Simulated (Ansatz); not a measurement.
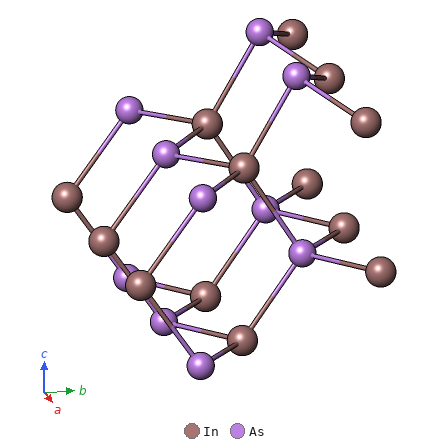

System: H2 on a slab of content InAs. The picture shows the clean slab (repeated in the plane, vacuum cut away).

Structure:
```xyz
8
Lattice="4.3045 0.0000 0.0000 0.0000 6.0875 0.0000 0.0000 0.0000 23.4567" Properties=species:S:1:pos:R:3 pbc="T T T"
In    2.1522    3.0438    8.5000
As    0.0000    1.5219    8.5000
In    0.0000    0.0000   10.6522
As    2.1522    4.5656   10.6522
In    2.1522    3.0860   12.9237
As    0.0000    1.5764   12.7982
In    0.0000   -0.3741   14.5061
As    2.1522    4.4158   15.2067
```

Method: adsorption at several starting sites on a slab cut from the named crystal, one adsorbate a surface cell, the lower planes held, the adsorption energy counts from the clean slab and the free, spin-polarised adsorbate, negative where bound, plane waves with PAW datasets, Γ-centred k mesh (Ansatz 0.2.0). Level: PBEsol, no spin polarisation.

- crystal formula: InAs
- crystal space group number: 216
- Miller index h: 1
- Miller index k: 1
- Miller index l: 0
- top plane: InAs
- bottom plane: InAs
- planes: 4
- surface cell: (1, 1)
- slab thickness as cut: 6.46 Å
- vacuum: 17 Å
- surface area: 26.2 Å²
- wave cutoff: 420 eV
- k mesh: 7×5×1
- occupations: Gaussian
- smearing width: 0.1 eV
- boundary: dipole corrected
- adsorbate: H2

Sites are named by a rule of distances and placed in fractions of the cell vectors a and b; the slab's top layers relax too; key: 1 = top site at (0.50, 0.72); 2 = hollow site at (0.00, 0.46).

Predict the adsorption energy of each starting site.

Among these starts the lowest is no. 2, at −0.047 eV; no. 1 is 0.028 eV higher.

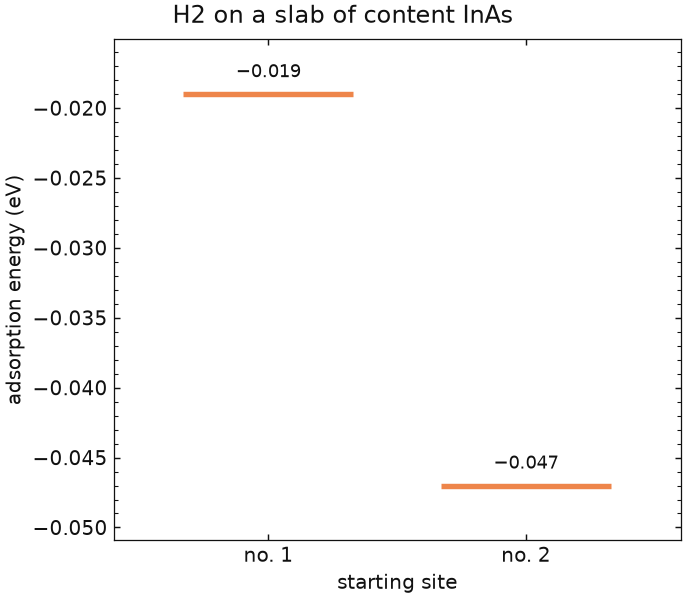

Limits of the calculation: a crossing between the sampled k points may be missed; odd k mesh can miss points on the zone edge; xc potential rough in thin density.
